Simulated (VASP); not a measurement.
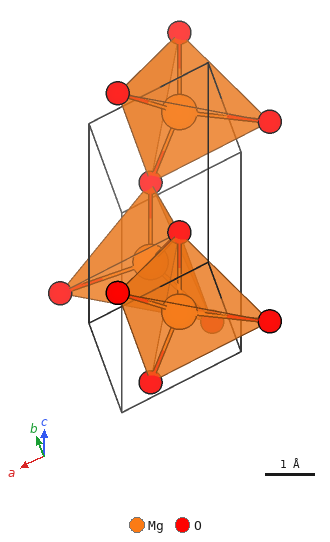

*The structure as given in the input (polyhedral view of the cell of the calculation, seen at an oblique angle; polyhedra are completed across the faces of the cell).*

## Band-structure run, with input and output: MgO (part 1 of 2)

- system: MgO (4 atoms in the cell)
- method: Kohn-Sham DFT of a periodic cell, LDA, VASP PAW LDA potentials, recommended, no spin polarisation (VASP 6.6.1)

The structure derives from a Materials Project entry.

## OSZICAR
```
N       E                     dE             d eps       ncg     rms          rms(c)
DAV:   1     0.591211485056E+02    0.59121E+02   -0.74176E+03  1536   0.877E+02
DAV:   2    -0.263687540519E+02   -0.85490E+02   -0.78904E+02  2096   0.197E+02
DAV:   3    -0.304982018265E+02   -0.41294E+01   -0.41205E+01  1800   0.444E+01
DAV:   4    -0.305150992299E+02   -0.16897E-01   -0.16897E-01  1840   0.338E+00
DAV:   5    -0.305151789291E+02   -0.79699E-04   -0.79699E-04  1784   0.215E-01    0.114E+01
DAV:   6    -0.264219497005E+02    0.40932E+01   -0.11921E+01  1536   0.257E+01    0.394E+00
DAV:   7    -0.262969195987E+02    0.12503E+00   -0.22573E-01  1552   0.366E+00    0.212E+00
DAV:   8    -0.262320775629E+02    0.64842E-01   -0.12111E-01  1680   0.339E+00    0.506E-01
DAV:   9    -0.262295877336E+02    0.24898E-02   -0.32102E-03  1872   0.483E-01    0.193E-01
DAV:  10    -0.262294916914E+02    0.96042E-04   -0.56605E-04  1648   0.198E-01    0.130E-02
DAV:  11    -0.262294896378E+02    0.20536E-05   -0.15523E-05  1872   0.282E-02    0.107E-02
DAV:  12    -0.262294890838E+02    0.55402E-06   -0.16408E-06  1624   0.110E-02    0.272E-03
DAV:  13    -0.262294889902E+02    0.93590E-07   -0.11407E-07   864   0.305E-03
   1 F= -.26229489E+02 E0= -.26229489E+02  d E =-.201201E-18
       N       E                     dE             ncg
DAV:   1     0.402926255540E+03   -0.23052E+05     1536
DAV:   2    -0.303425289199E+04   -0.34372E+04     2120
DAV:   3    -0.319601654023E+04   -0.16176E+03     1736
DAV:   4    -0.319667923210E+04   -0.66269E+00     1920
DAV:   5    -0.319668240209E+04   -0.31700E-02     1720
DAV:   6    -0.319668242221E+04   -0.20115E-04     1952
DAV:   7    -0.319668242234E+04   -0.13865E-06     1408
DAV:   8    -0.319668242236E+04   -0.12265E-07     1328
       N       E                     dE             ncg
DAV:   1     0.950617060240E+03   -0.85090E+04     1536
DAV:   2    -0.284830209047E+04   -0.37989E+04     2088
DAV:   3    -0.302436824438E+04   -0.17607E+03     1888
DAV:   4    -0.302515778019E+04   -0.78954E+00     1768
DAV:   5    -0.302516162800E+04   -0.38478E-02     1864
DAV:   6    -0.302516165379E+04   -0.25788E-04     1848
DAV:   7    -0.302516165398E+04   -0.19554E-06     1488
DAV:   8    -0.302516165400E+04   -0.15488E-07     1200
       N       E                     dE             ncg
DAV:   1     0.513250322691E+03   -0.25812E+05     1536
DAV:   2    -0.303777467874E+04   -0.35510E+04     2144
DAV:   3    -0.320593006972E+04   -0.16816E+03     1760
DAV:   4    -0.320665744484E+04   -0.72738E+00     1776
DAV:   5    -0.320666093062E+04   -0.34858E-02     1712
DAV:   6    -0.320666095264E+04   -0.22014E-04     1808
DAV:   7    -0.320666095279E+04   -0.14988E-06     1352
DAV:   8    -0.320666095280E+04   -0.11609E-07     1152
       N       E                     dE             ncg
DAV:   1     0.320610767398E+04   -0.25492E+05     1344
DAV:   2     0.269969872304E+03   -0.29361E+04     1864
DAV:   3     0.131778426144E+03   -0.13819E+03     1496
DAV:   4     0.131198402386E+03   -0.58002E+00     1696
DAV:   5     0.131195605032E+03   -0.27974E-02     1496
DAV:   6     0.131195587423E+03   -0.17609E-04     1688
DAV:   7     0.131195587303E+03   -0.11988E-06     1224
DAV:   8     0.131195587293E+03   -0.10066E-07     1216
```

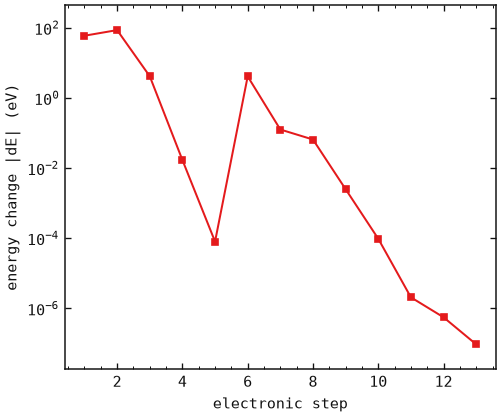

*Convergence of the self-consistent field: energy change |dE| against the electronic step.*

It takes 13 electronic steps. The density is held fixed in the first few steps, and dE rises again when its update begins.

## Parts of OUTCAR
```
PREC = Accurate
   ENCUT = 520
   EDIFF = 1E-7
   ISMEAR = 0
   LREAL = F
   LASPH = T
   NELM = 80
   ISIF = 2

 ion  position               nearest neighbor table
   1  0.333  0.667  0.004-   4 1.97   4 1.97   4 1.97   3 1.99   2 3.15   2 3.15   2 3.15   2 3.15
                             2 3.15   2 3.15
   2  0.667  0.333  0.504-   3 1.97   3 1.97   3 1.97   4 1.99   1 3.15   1 3.15   1 3.15   1 3.15
                             1 3.15   1 3.15
   3  0.333  0.667  0.401-   2 1.97   2 1.97   2 1.97   1 1.99
   4  0.667  0.333  0.901-   1 1.97   1 1.97   1 1.97   2 1.99

  LATTYP: Found a hexagonal cell.
 ALAT       =     3.2993492522
 C/A-ratio  =     1.5191650530

  Lattice vectors:

 A1 = (   3.2993492522,   0.0000000000,   0.0000000000)
 A2 = (  -1.6496746212,   2.8573202648,   0.0000000000)
 A3 = (   0.0000000000,   0.0000000000,   5.0122560816)

Analysis of symmetry for initial positions (statically):
=====================================================================
 Subroutine PRICEL returns:
 Original cell was already a primitive cell.

 Routine SETGRP: Setting up the symmetry group for a
 hexagonal supercell.

 Subroutine GETGRP returns: Found 12 space group operations
 (whereof  6 operations were pure point group operations)
 out of a pool of 24 trial point group operations.

The static configuration has the point symmetry C_3v.
 The point group associated with its full space group is C_6v.

Analysis of symmetry for dynamics (positions and initial velocities):
=====================================================================
 Subroutine PRICEL returns:
 Original cell was already a primitive cell.

 Routine SETGRP: Setting up the symmetry group for a
 hexagonal supercell.

 Subroutine GETGRP returns: Found 12 space group operations
 (whereof  6 operations were pure point group operations)
 out of a pool of 24 trial point group operations.

The dynamic configuration has the point symmetry C_3v.
 The point group associated with its full space group is C_6v.

 Subroutine INISYM returns: Found 12 space group operations
 (whereof  6 operations are pure point group operations),
 and found     1 'primitive' translations

----------------------------------------------------------------------------------------

                                     Primitive cell

  volume of cell :      47.2520

  direct lattice vectors                    reciprocal lattice vectors
     3.299349252  0.000000000  0.000000000     0.303090071  0.174989134  0.000000000
    -1.649674621  2.857320265  0.000000000     0.000000000  0.349978269  0.000000000
     0.000000000  0.000000000  5.012256082     0.000000000  0.000000000  0.199510955

  length of vectors
     3.299349252  3.299349247  5.012256082     0.349978268  0.349978269  0.199510955

  position of ions in fractional coordinates (direct lattice)
     0.333333330  0.666666670  0.003594998
     0.666666670  0.333333330  0.503594998
     0.333333330  0.666666670  0.401005002
     0.666666670  0.333333330  0.901005002

  ion indices of the primitive-cell ions
   primitive index   ion index
                 1           1
                 2           2
                 3           3
                 4           4

----------------------------------------------------------------------------------------

 KPOINTS: Automatic mesh

Automatic generation of k-mesh.
 Grid dimensions read from file:
 generate k-points for:    9    9    6

 Generating k-lattice:

  Cartesian coordinates                     Fractional coordinates (reciprocal lattice)
     0.033676675  0.019443237  0.000000000     0.111111111  0.000000000  0.000000000
     0.000000000  0.038886474  0.000000000     0.000000000  0.111111111  0.000000000
     0.000000000  0.000000000  0.033251826     0.000000000  0.000000000  0.166666667

  Length of vectors
     0.038886474  0.038886474  0.033251826

  Shift w.r.t. Gamma in fractional coordinates (k-lattice)
     0.000000000  0.000000000  0.000000000

 Subroutine IBZKPT returns following result:
 ===========================================

 Found     48 irreducible k-points:

 Following reciprocal coordinates:
            Coordinates               Weight
  0.000000  0.000000  0.000000      1.000000
  0.111111 -0.000000  0.000000      6.000000
  0.222222 -0.000000  0.000000      6.000000
  0.333333  0.000000  0.000000      6.000000
  0.444444 -0.000000  0.000000      6.000000
  0.111111  0.111111  0.000000      6.000000
  0.222222  0.111111  0.000000     12.000000
  0.333333  0.111111  0.000000     12.000000
  0.444444  0.111111  0.000000      6.000000
  0.222222  0.222222  0.000000      6.000000
  0.333333  0.222222  0.000000     12.000000
  0.333333  0.333333  0.000000      2.000000
  0.000000  0.000000  0.166667      2.000000
  0.111111 -0.000000  0.166667     12.000000
  0.222222 -0.000000  0.166667     12.000000
  0.333333  0.000000  0.166667     12.000000
  0.444444 -0.000000  0.166667     12.000000
  0.111111  0.111111  0.166667     12.000000
  0.222222  0.111111  0.166667     24.000000
  0.333333  0.111111  0.166667     24.000000
  0.444444  0.111111  0.166667     12.000000
  0.222222  0.222222  0.166667     12.000000
  0.333333  0.222222  0.166667     24.000000
  0.333333  0.333333  0.166667      4.000000
 [... further k-points ...]
   k-points           NKPTS =     48   k-points in BZ     NKDIM =     48   number of bands    NBANDS=     16
   number of dos      NEDOS =    301   number of ions     NIONS =      4
   total plane-waves  NPLWV =  31360
   dimension x,y,z NGX =    28 NGY =   28 NGZ =   40
   dimension x,y,z NGXF=    56 NGYF=   56 NGZF=   80
   ions per type =               2   2
   NGX,Y,Z   is equivalent  to a cutoff of  14.11, 14.11, 13.27 a.u.
   NGXF,Y,Z  is equivalent  to a cutoff of  28.22, 28.22, 26.53 a.u.
 SYSTEM =  unknown system
   PREC   = accura    normal or accurate (medium, high low for compatibility)
   ISTART =      0    job   : 0-new  1-cont  2-samecut
   ICHARG =      2    charge: 1-file 2-atom 10-const
   ISPIN  =      1    spin polarized calculation?
   LNONCOLLINEAR =      F non collinear calculations
   LSORBIT =      F    spin-orbit coupling
   LASPH  =      T    aspherical Exc in radial PAW
   ENCUT  =  520.0 eV  38.22 Ry    6.18 a.u.   6.13  6.13  9.32*2*pi/ulx,y,z
   NELM   =     80;   NELMIN=  2; NELMDL= -5     # of ELM steps
   EDIFF  = 0.1E-06   stopping-criterion for ELM
   LREAL  =      F    real-space projection
   EDIFFG = 0.1E-05   stopping-criterion for IOM
   NSW    =      0    number of steps for IOM
   IBRION =     -1    ionic relax: 0-MD 1-quasi-New 2-CG
   NFREE  =      0    steps in history (QN), initial steepest desc. (CG)
   ISIF   =      2    stress and relaxation
   ISYM   =      2    0-nonsym 1-usesym 2-fastsym
   POTIM  = 0.5000    time-step for ionic-motion
   TEBEG  =    0.0;   TEEND  =   0.0 temperature during run
   PSTRESS=    0.0 pullay stress
   NELECT =      16.0000    total number of electrons
   NUPDOWN=      -1.0000    fix difference up-down
   EMIN   =  10.00;   EMAX   =-10.00  energy-range for DOS
   EFERMI =   0.00;   METHOD = LEGACY
   ISMEAR =     0;   SIGMA  =   0.03  broadening in eV -4-tet -1-fermi 0-gaus
   EFERMI_NEDOS =   21; number of points for ismear=-14 and -15
   IALGO  =     38    algorithm
   IMIX   =      4    mixing-type and parameters
     AMIX     =   0.40;   BMIX     =  1.00
     AMIX_MAG =   1.60;   BMIX_MAG =  1.00
  volume/ion in A,a.u.               =      11.81        79.72
  Fermi-wavevector in a.u.,A,eV,Ry     =   1.141059  2.156288 17.714990  1.302015
  Thomas-Fermi vector in A             =   2.277760
   LORBIT       =      0    0 simple, 1 ext, 2 COOP (PROOUT), +10 PAW based schemes
   GGA     = CA    functional components
   LHFCALC =     F    Hartree Fock is set to
   AEXX    =    0.0000 exact exchange contribution
   IVDW    =     0    specifies the selected vdW correction
   LEPSILON=     F    determine dielectric tensor
   LRPA    =     F    only Hartree local field effects (RPA)
 non-spin polarized calculation
 Gauss-broadening in eV      SIGMA  =   0.03
  energy-cutoff  :      520.00
  volume of cell :       47.25
 maximum number of plane-waves:      1288
 NGX is ok and might be reduce to    28
   NGX = 13   NGY = 13   NGZ = 19

 number of electron      15.9999996 magnetization

 Free energy of the ion-electron system (eV)
  ---------------------------------------------------
  ext. energy  EPLUGINS =         0.00000000
  ---------------------------------------------------
  free energy    TOTEN  =       -26.22948899 eV

  energy without entropy =      -26.22948899  energy(sigma->0) =      -26.22948899

 E-fermi :   0.9566     XC(G=0): -10.2663     alpha+bet :-10.4043

 val. band max:        0.7848155512   @ k =   0.0000   0.0000   0.0000
 cond. band min:       4.1728814383   @ k =   0.0000   0.0000   0.0000
 fundamental gap:      3.3880658871
 Fermi energy:         0.9565897191

 k-point     1 :       0.0000    0.0000    0.0000
  band No.  band energies     occupation
      1     -15.1604      2.00000
      2     -14.3171      2.00000
      3      -2.5447      2.00000
      4       0.0434      2.00000
      5       0.0434      2.00000
      6       0.3761      2.00000
      7       0.3761      2.00000
      8       0.7848      2.00000
      9       4.1729      0.00000
     10       9.1150      0.00000
     11      10.9159      0.00000
     12      14.6913      0.00000
     13      14.6913      0.00000
     14      16.6712      0.00000
     15      17.0026      0.00000
     16      17.0026      0.00000

 k-point     2 :       0.1111   -0.0000    0.0000
  band No.  band energies     occupation
      1     -15.0956      2.00000
      2     -14.2946      2.00000
      3      -2.4226      2.00000
      4      -0.2709      2.00000
      5      -0.0400      2.00000
      6      -0.0027      2.00000
      7       0.3822      2.00000
      8       0.7425      2.00000
      9       4.7500      0.00000
     10       9.4582      0.00000
     11      10.8039      0.00000
     12      13.3515      0.00000
     13      14.9008      0.00000
     14      16.1136      0.00000
     15      16.6970      0.00000
     16      16.9847      0.00000

 k-point     3 :       0.2222   -0.0000    0.0000
  band No.  band energies     occupation
      1     -14.9204      2.00000
      2     -14.2438      2.00000
      3      -2.0784      2.00000
      4      -1.0894      2.00000
      5      -0.5779      2.00000
      6      -0.2156      2.00000
      7       0.3666      2.00000
      8       0.6021      2.00000
      9       5.9473      0.00000
     10       9.9204      0.00000
     11      10.6625      0.00000
     12      11.9338      0.00000
     13      14.3603      0.00000
     14      15.3093      0.00000
     15      15.5906      0.00000
     16      16.0057      0.00000
```
